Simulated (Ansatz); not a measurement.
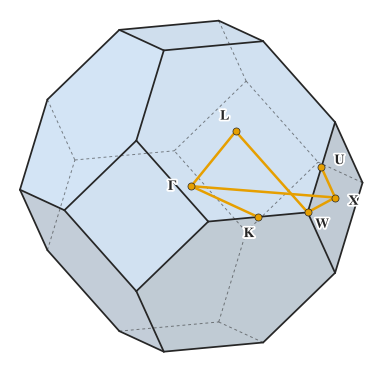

Crystal: GaSb, coordinates from a relaxation with Ansatz 0.2.0, DFT PBEsol, scalar-relativistic, plane waves, PAW. The figure shows the first Brillouin zone with its special points and a band path. Geometry calculated from the standardised cell; symmetry tolerance 0.002 Å.

Labels and path follow the convention of Hinuma et al. (2017), as computed by seekpath.

What lattice type do the shape and the labels point to?

A face-centred cubic lattice (cF; extended symbol cF2). The zone is a truncated octahedron in its combinatorial type: 14 faces (6 with 4 edges, 8 with 6 edges), 36 edges, 24 vertices.

Write the standard path through the labelled points.

Γ–X–U | K–Γ–L–W–X
